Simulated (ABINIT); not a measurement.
# Ag: positron calculation (part 2 of 2)

The same run, continued: Ag (Fm-3m, 1 atom in the cell); Kohn-Sham DFT of a periodic cell, PBE, JTH PAW PBE v2.0, no spin polarisation (ABINIT 10.8.3); cutoff 353.75 eV, 8×8×8 k-mesh, cold smearing of 0.136 eV. The structure derives from an entry of the Crystallography Open Database.

Geometry of the input (Å; fractional positions):
```
0.0000  2.0427  2.0427
2.0427  0.0000  2.0427
2.0427  2.0427  0.0000
Ag 0.0000  0.0000  0.0000
```

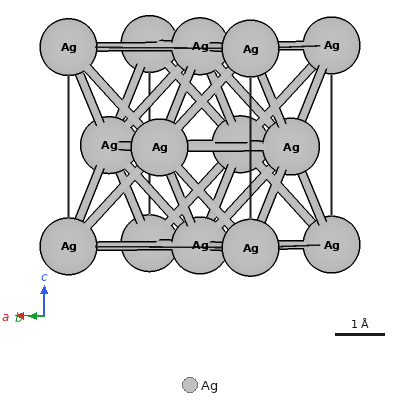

Fig. 1: The input geometry (ball-and-stick view of the cell 4 times as large as that of the calculation, set on its symmetry axes, seen at an oblique angle).

**What the program printed, continued**
```
 cartesian forces (eV/Angstrom) at end:
    1     -0.00000000000000    -0.00000000000000    -0.00000000000000
 frms,max,avg= 0.0000000E+00 0.0000000E+00   0.000E+00  0.000E+00  0.000E+00 e/A
 length scales=  1.889726125908  1.889726125908  1.889726125908 bohr
              =  1.000000000000  1.000000000000  1.000000000000 angstroms
 Fermi (or HOMO) energy (hartree) =   0.13436   Average Vxc (hartree)=  -0.45260
 Eigenvalues (hartree) for nkpt=  29  k points:
 kpt#   1, nband= 10, wtk=  0.00195, kpt=  0.0000  0.0000  0.0000 (reduced coord)
  -0.14413   -0.03471   -0.03471   -0.03471    0.00339    0.00339    0.75544    0.88082
   0.88082    0.88082
      occupation numbers for kpt#   1
   2.00000    2.00000    2.00000    2.00000    2.00000    2.00000    0.00000    0.00000
   0.00000    0.00000
 prteigrs : prtvol=0 or 1, do not print more k-points.

--- !EnergyTerms
iteration_state     : {dtset: 1, }
comment             : Components of total free energy in Hartree
kinetic             :  1.00991820955957E+01
hartree             :  6.06039107478065E+00
xc                  : -1.22698791825509E+01
Ewald energy        : -3.59283744090234E+01
psp_core            :  3.86651173650897E+00
local_psp           : -1.54796329949414E+01
PAW spherical_terms :  5.43309182362295E+00
internal            : -3.82187098560074E+01
'-kT*entropy'       : -1.09416268869953E-05
total_energy        : -3.82187207976342E+01
total_energy_eV     : -1.03998437345173E+03
...

--- !EnergyTermsDC
iteration_state     : {dtset: 1, }
comment             : '"Double-counting" decomposition of free energy'
band_energy         : -1.90637010039827E-01
Ewald energy        : -3.59283744090234E+01
psp_core            :  3.86651173650897E+00
xc_dc               : -1.44386145559495E+01
PAW spherical_terms :  8.47240354142064E+00
internal            : -3.82187106970831E+01
'-kT*entropy'       : -1.09416268869953E-05
total_energy_dc     : -3.82187216387100E+01
total_energy_dc_eV  : -1.03998439633857E+03
...

--- !EnergyTermsWithPAWCore
iteration_state     : {dtset: 1, }
comment             : 'Components of total free energy, including PAW core contributions'
Total energy        : -5.31613207385789E+03
Total energy DC     : -5.31613207469897E+03
Total energy (eV)   : -1.44659323196395E+05
Total energy DC (eV): -1.44659323219282E+05
...

 Cartesian components of stress tensor (hartree/bohr^3)
  sigma(1 1)= -1.85683223E-04  sigma(3 2)=  0.00000000E+00
  sigma(2 2)= -1.85683223E-04  sigma(3 1)=  0.00000000E+00
  sigma(3 3)= -1.85683223E-04  sigma(2 1)=  0.00000000E+00

-Cartesian components of stress tensor (GPa)         [Pressure=  5.4630E+00 GPa]
- sigma(1 1)= -5.46298903E+00  sigma(3 2)=  0.00000000E+00
- sigma(2 2)= -5.46298903E+00  sigma(3 1)=  0.00000000E+00
- sigma(3 3)= -5.46298903E+00  sigma(2 1)=  0.00000000E+00

================================================================================
== DATASET  2 ==================================================================

--- !DatasetInfo
iteration_state: {dtset: 2, }
dimensions: {natom: 1, nkpt: 1, mband: 1, nsppol: 1, nspinor: 1, nspden: 1, mpw: 130, }
cutoff_energies: {ecut:  13.0, pawecutdg:  26.0, }
electrons: {nelect:   1.00000000E+00, charge:   0.00000000E+00, occopt:   2.00000000E+00, tsmear:   1.00000000E-02, }
meta: {optdriver: 0, ionmov: 0, optcell: 0, iscf: 17, paral_kgb: 0, }
...

 mkfilename : getden/=0, take file _DEN from output of DATASET   1.

 Exchange-correlation functional for the present dataset will be:
  GGA: Perdew-Burke-Ernzerhof functional - ixc=11
  J.P.Perdew, K.Burke, M.Ernzerhof, PRL 77, 3865 (1996)

 Real(R)+Recip(G) space primitive vectors, cartesian coordinates (Bohr,Bohr^-1):
 R(1)=  0.0000000  3.8602380  3.8602380  G(1)= -0.1295257  0.1295257  0.1295257
 R(2)=  3.8602380  0.0000000  3.8602380  G(2)=  0.1295257 -0.1295257  0.1295257
 R(3)=  3.8602380  3.8602380  0.0000000  G(3)=  0.1295257  0.1295257 -0.1295257
 Unit cell volume ucvol=  1.1504619E+02 bohr^3
 Angles (23,13,12)=  6.00000000E+01  6.00000000E+01  6.00000000E+01 degrees

 Coarse grid specifications (used for wave-functions):

 getcut: wavevector=  0.0000  0.0000  0.0000  ngfft=  18  18  18
         ecut(hartree)=     13.000   => boxcut(ratio)=   2.03771

 Fine grid specifications (used for densities):

 getcut: wavevector=  0.0000  0.0000  0.0000  ngfft=  27  27  27
         ecut(hartree)=     26.000   => boxcut(ratio)=   2.07794

--- Pseudopotential description ------------------------------------------------
- pspini: atom type   1  psp file is ./Ag.GGA_PBE-JTH.xml
 Pseudopotential format is: paw10
 basis_size (lnmax)=  6 (lmn_size= 18), orbitals=   0   0   1   1   2   2
 Spheres core radius: rc_sph= 2.51516130
 Shapefunction is BESSEL type: shapef(r,l)=aa(1,l)*jl(q(1,l)*r)+aa(2,l)*jl(q(2,l)*r)
 Radius for shape functions =  2.20290272
 Compensation charge density is not taken into account in XC energy/potential

--------------------------------------------------------------------------------

================================================================================

--- !BeginCycle
iteration_state: {dtset: 2, }
solver: {iscf: 17, nstep: 80, nline: 4, wfoptalg: 10, }
tolerances: {toldfe: 1.00E-09, }
...

     iter   Etot(hartree)      deltaE(h)  residm     nres2
 ETOT  1  -38.093336150622    -3.809E+01 1.347E+00 6.943E-01
 ETOT  2  -38.336795741115    -2.435E-01 8.739E-04 3.434E-01
 ETOT  3  -38.336799018322    -3.277E-06 2.817E-07 6.279E-02
 ETOT  4  -38.336799024526    -6.204E-09 8.383E-11 2.247E-04
 ETOT  5  -38.336799020590     3.936E-09 3.572E-12 1.372E-06
 ETOT  6  -38.336799020591    -3.126E-13 2.353E-14 5.734E-08
 ETOT  7  -38.336799020591    -2.629E-13 1.172E-15 3.714E-09

 At SCF step    7, etot is converged :
  for the second time, diff in etot=  2.629E-13 < toldfe=  1.000E-09

--- !ResultsGS
iteration_state: {dtset: 2, }
comment   : Summary of ground state results
lattice_vectors:
- [  0.0000000,   3.8602380,   3.8602380, ]
- [  3.8602380,   0.0000000,   3.8602380, ]
- [  3.8602380,   3.8602380,   0.0000000, ]
lattice_lengths: [   5.45920,    5.45920,    5.45920, ]
lattice_angles: [ 60.000,  60.000,  60.000, ] # degrees, (23, 13, 12)
lattice_volume:   1.1504619E+02
convergence: {deltae: -2.629E-13, res2:  3.714E-09, residm:  1.172E-15, diffor:  0.000E+00, }
etotal    :  -3.83367990E+01
entropy   :   0.00000000E+00
fermie    :  -1.18077382E-01
cartesian_stress_tensor: null
pressure_GPa: null
xred      :
- [  0.0000E+00,   0.0000E+00,   0.0000E+00, Ag]
cartesian_forces: null
force_length_stats: {min: null, max: null, mean: null, }
...

 Integrated electronic density in atomic spheres:
 ------------------------------------------------
 Atom  Sphere_radius  Integrated_density
    1        2.51516          0.27576889

--------------------------------------------------------------------------------
 Results for electron-positron annihilation:

2 computations of positron lifetime have been performed (with different enhancement factors).

########## Lifetime computation 1

 # Zero-positron density limit of Arponen and Pajanne provided by Boronski & Nieminen
   Ref.: Boronski and R.M. Nieminen, Phys. Rev. B 34, 3820 (1986)
 # Enhancement factor of Boronski & Nieminen
   Ref.: Boronski and R.M. Nieminen, Phys. Rev. B 34, 3820 (1986)

 Positron lifetime                         (ps)   =  1.46576549E+02
 Positron lifetime with IPM for core elec. (ps)   =  1.53068641E+02
 Annihilation rate                         (ns-1) =  6.82237375E+00
 Annihilation rate with IPM for core elec. (ns-1) =  6.53301678E+00

 Annihilation rate core/valence decomposition:
   Core    contribution to ann.rate          (ns-1) =  1.74102744E+00
   Valence contribution to ann.rate          (ns-1) =  5.08134631E+00
   Core    contribution to ann.rate with IPM (ns-1) =  1.37871584E+00
   Valence contribution to ann.rate with IPM (ns-1) =  5.15430094E+00

 Annihilation rate PAW decomposition:
   Plane-wave contribution to ann.rate          (ns-1) =  6.07709467E+00
   Plane-wave valence contribution to ann.rate  (ns-1) =  4.97835175E+00
   On-site core contribution to ann.rate        (ns-1) =  6.42284522E-01
   On-site valence contribution to ann.rate     (ns-1) =  1.02994560E-01
   Plane-wave contribution to ann.rate with IPM (ns-1) =  5.66268527E+00
   Plane-wave core contrb. to ann.rate with IPM (ns-1) =  6.13317547E-01

########## Lifetime computation 2

 # Zero-positron density limit of Arponen and Pajanne provided by Boronski & Nieminen
   Ref.: Boronski and R.M. Nieminen, Phys. Rev. B 34, 3820 (1986)
 # Enhancement factor of Boronski & Nieminen IN THE RPA LIMIT
   Ref.: Boronski and R.M. Nieminen, Phys. Rev. B 34, 3820 (1986)

 Positron lifetime                         (ps)   =  1.29961848E+02
 Positron lifetime with IPM for core elec. (ps)   =  1.34996211E+02
 Annihilation rate                         (ns-1) =  7.69456589E+00
 Annihilation rate with IPM for core elec. (ns-1) =  7.40761532E+00

 Annihilation rate core/valence decomposition:
   Core    contribution to ann.rate          (ns-1) =  1.75282261E+00
   Valence contribution to ann.rate          (ns-1) =  5.94174328E+00
   Core    contribution to ann.rate with IPM (ns-1) =  1.37871584E+00
   Valence contribution to ann.rate with IPM (ns-1) =  6.02889948E+00

 Annihilation rate PAW decomposition:
   Plane-wave contribution to ann.rate          (ns-1) =  6.95225357E+00
   Plane-wave valence contribution to ann.rate  (ns-1) =  5.84120825E+00
   On-site core contribution to ann.rate        (ns-1) =  6.41777292E-01
   On-site valence contribution to ann.rate     (ns-1) =  1.00535031E-01
   Plane-wave contribution to ann.rate with IPM (ns-1) =  6.54057955E+00
   Plane-wave core contrb. to ann.rate with IPM (ns-1) =  6.13317547E-01

      (*) IPM=Independent particle Model

================================================================================

 ----iterations are completed or convergence reached----

 Mean square residual over all n,k,spin=   11.722E-16; max=  11.722E-16
 reduced coordinates (array xred) for    1 atoms
       0.000000000000      0.000000000000      0.000000000000
 rms dE/dt=  0.0000E+00; max dE/dt=  0.0000E+00; dE/dt below (all hartree)
    1       0.000000000000      0.000000000000      0.000000000000

 cartesian coordinates (angstrom) at end:
    1      0.00000000000000     0.00000000000000     0.00000000000000
 length scales=  1.889726125908  1.889726125908  1.889726125908 bohr
              =  1.000000000000  1.000000000000  1.000000000000 angstroms
 Fermi (or HOMO) energy (hartree) =  -0.11808   Average Vxc (hartree)=  -0.35833
 Eigenvalues (hartree) for nkpt=   1  k points:
 kpt#   1, nband=  1, wtk=  1.00000, kpt=  0.0000  0.0000  0.0000 (reduced coord)
  -0.11808

--- !EnergyTerms
iteration_state     : {dtset: 2, }
comment             : Components of total free energy in Hartree
kinetic             :  2.82721149058133E-01
local_psp           : -6.36850461587939E-01
PAW spherical_terms :  9.41639625237236E-02
positronic          : -2.59965350006087E-01
electronic          : -3.82187216387099E+01
electron_positron_interaction:  1.41912096606550E-01
total_energy        : -3.83367748921095E+01
total_energy_eV     : -1.04319678901442E+03
...

--- !EnergyTermsDC
iteration_state     : {dtset: 2, }
comment             : '"Double-counting" decomposition of free energy'
band_energy         : -1.18077381880992E-01
PAW spherical_terms :  0.00000000000000E+00
electron_positron_dc: -1.41912096606564E-01
positronic          : -2.59989478487558E-01
electronic          : -3.82187216387099E+01
electron_positron_interaction:  1.41912096606550E-01
total_energy_dc     : -3.83367990205910E+01
total_energy_dc_eV  : -1.04319744558385E+03
...

== END DATASET(S) ==============================================================
================================================================================

 -outvars: echo values of variables after computation  --------
            acell      1.8897261259E+00  1.8897261259E+00  1.8897261259E+00 Bohr
           etotal1    -3.8218721639E+01
           etotal2    -3.8336799021E+01
            fcart1    -0.0000000000E+00 -0.0000000000E+00 -0.0000000000E+00
            fcart2     9.9999999999E+99  9.9999999999E+99  9.9999999999E+99
            rprim      0.0000000000E+00  2.0427500000E+00  2.0427500000E+00
                       2.0427500000E+00  0.0000000000E+00  2.0427500000E+00
                       2.0427500000E+00  2.0427500000E+00  0.0000000000E+00
           strten1    -1.8568322290E-04 -1.8568322290E-04 -1.8568322290E-04
                       0.0000000000E+00  0.0000000000E+00  0.0000000000E+00
           strten2     9.9999999999E+99  9.9999999999E+99  9.9999999999E+99
                       9.9999999999E+99  9.9999999999E+99  9.9999999999E+99
 Calculation completed.
```

**Results in brief**

```csv
quantity,value
outcome,converged
space group (tolerance 0.01 Å),Fm-3m (225)
electrons treated,11
free energy,−1039.9844 eV
positron lifetime (one of the program's estimates),130.0 ps
Fermi energy,3.656 eV
gap on the k-point mesh,none (metallic)
pressure,5.46 GPa
largest force (length of the vector),under 0.001 eV/Å
wall time,3.4 s
peak memory,0.07 GiB
```

**Notes**

Points of doubt noted for this run: PAW basis incomplete for positron. The cell is under a pressure of 5.5 GPa at this level, so it is not at its equilibrium volume.
